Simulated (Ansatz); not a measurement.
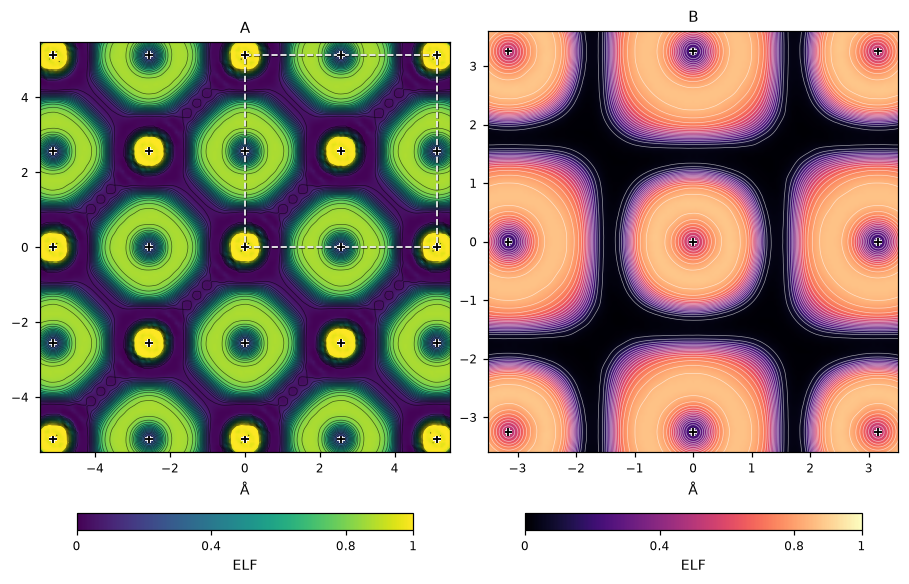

The ELF of 2 systems, each on a plane through atoms (crosses mark nuclei in the plane).

The calculation used DFT PBE, scalar-relativistic, plane waves, PAW in Ansatz 0.2.0.

System 1: KCl, the (11̄0) plane of the conventional cell. Space group I4/mmm; changed on purpose from its base cell (strain +0.0300 x Voigt [1, 1, 0, 0, 0, 0], atoms carried along).

```
K Cl
1.0
     3.25078   -3.25078    0.00000
     3.25078    3.25078    0.00000
     0.00000    0.00000    6.31220
K Cl
2 2
Direct
  0.00000 0.00000 0.00000
  0.50000 0.50000 0.50000
  0.50000 0.50000 0.00000
  0.00000 0.00000 0.50000
```

System 2: LiCl, the (100) plane of the conventional cell. Space group Fm-3m.

```
Li Cl
1.0
     5.12952    0.00000    0.00000
     0.00000    5.12952    0.00000
     0.00000    0.00000    5.12952
Li Cl
4 4
Cartesian
  0.0000 0.0000 0.0000
  2.5648 2.5648 0.0000
  2.5648 0.0000 2.5648
  0.0000 2.5648 2.5648
  2.5648 0.0000 0.0000
  0.0000 2.5648 0.0000
  0.0000 0.0000 2.5648
  2.5648 2.5648 2.5648
```

Which map belongs to which system?

Answer. Panel A is system 2, LiCl: the plane holds Li and Cl. Li–Cl (2.56 Å): the ELF peaks at about 0.90 in the valence shell of Cl, 0.8 Å from its nucleus, and falls to about 0 next to Li; a largely ionic contact. Panel B is system 1, KCl: the plane holds K and Cl. K–Cl (3.16 Å): the ELF is about 0.05 at the midpoint (an ionic contact with no shared pair).
